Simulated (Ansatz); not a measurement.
The Ansatz input:

```
crystal:
  lattice:
    - [7.501314672, 0.0, 0.0]
    - [-3.750657336, 6.4963290678, 0.0]
    - [0.0, 0.0, 20.5935983366]
  atoms:
    - { symbol: Si, position: [0.5, 0.5, 0.3884702357] }
    - { symbol: Si, position: [0.5, 0.0, 0.3884702357] }
    - { symbol: Si, position: [0.0, 0.5, 0.3884702357] }
    - { symbol: Si, position: [0.0, 0.0, 0.3884702357] }
    - { symbol: Co, position: [0.3333333333, 0.1666666667, 0.4256468238] }
    - { symbol: Co, position: [0.3333333333, 0.6666666667, 0.4256468238] }
    - { symbol: Co, position: [0.8333333333, 0.1666666667, 0.4256468238] }
    - { symbol: Co, position: [0.8333333333, 0.6666666667, 0.4256468238] }
    - { symbol: Si, position: [0.6666666667, 0.3333333333, 0.4628234119] }
    - { symbol: Si, position: [0.6666666667, 0.8333333333, 0.4628234119] }
    - { symbol: Si, position: [0.1666666667, 0.3333333333, 0.4628234119] }
    - { symbol: Si, position: [0.1666666667, 0.8333333333, 0.4628234119] }
    - { symbol: Si, position: [0.8333333333, 0.6666666667, 0.5371765881] }
    - { symbol: Si, position: [0.8333333333, 0.1666666667, 0.5371765881] }
    - { symbol: Si, position: [0.3333333333, 0.6666666667, 0.5371765881] }
    - { symbol: Si, position: [0.3333333333, 0.1666666667, 0.5371765881] }
    - { symbol: Co, position: [0.6666666667, 0.3333333333, 0.5743531762] }
    - { symbol: Co, position: [0.6666666667, 0.8333333333, 0.5743531762] }
    - { symbol: Co, position: [0.1666666667, 0.3333333333, 0.5743531762] }
    - { symbol: Co, position: [0.1666666667, 0.8333333333, 0.5743531762] }
    - { symbol: Si, position: [0.0, 0.5, 0.6115297643] }
    - { symbol: Si, position: [0.0, 0.0, 0.6115297643] }
    - { symbol: Si, position: [0.5, 0.5, 0.6115297643] }
    - { symbol: Si, position: [0.5, 0.0, 0.6115297643] }
basis:
  ecutwfc: 420
kpoints:
  mp_grid: { grid: [3, 3, 1] }
hamiltonian:
  xc: pbe
  dispersion: d3bj
scf:
  occupations: { method: gaussian, width: 0.1 }
output:
  forces: true
  eigenvalues: true
  write_density: true
  write_potential: true
  elf: true
  volumetric_format: npy
relax:
  adjacent_minimum: "off"
  f_tol: 0.03
  max_steps: 70
  constraints: [{ sites: [0, 1, 2, 3, 4, 5, 6, 7, 8, 9, 10, 11] }]
efield:
  axis: 3
  dipole_correction: true
  ramp_width: 0.04
```

Command:
```bash
ansatz run input.yaml --threads 8 --pin off --max-ram 20480MiB --backend cpu --events-out ev --progress --plain --runs-dir out
```

What does the potential across the slab give for the work function?

The work function is 5.05 eV at the right face and 4.94 eV at the left. The vacuum levels differ by 0.11 eV, so the slab carries a dipole along its normal. Some atoms were held fixed in the relaxation, which can itself make the faces differ. The outermost atoms are 4.6 Å apart, which leaves 16.0 Å of vacuum in a cell 20.6 Å high.

The run has no spin polarisation, so a magnetic state may lie lower.

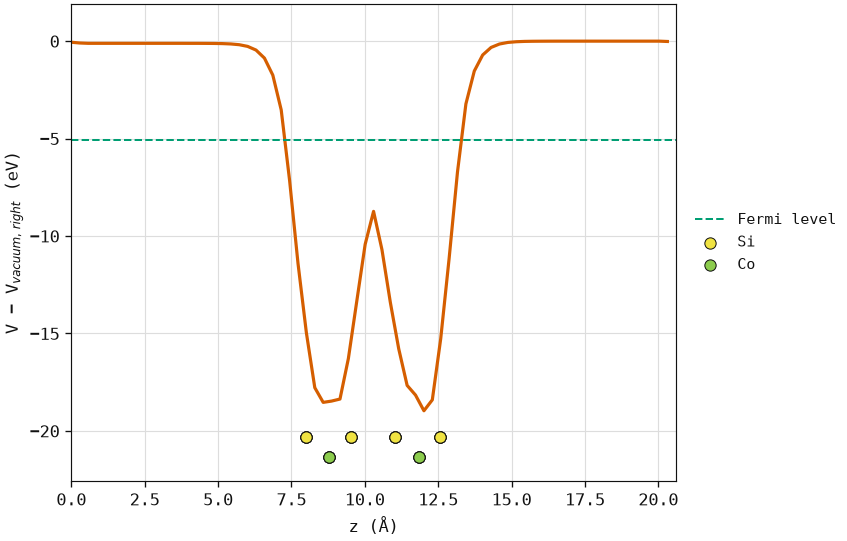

Plane-averaged electrostatic potential energy of an electron across the slab; circles at the bottom mark the heights of the atoms (positions after relaxation).
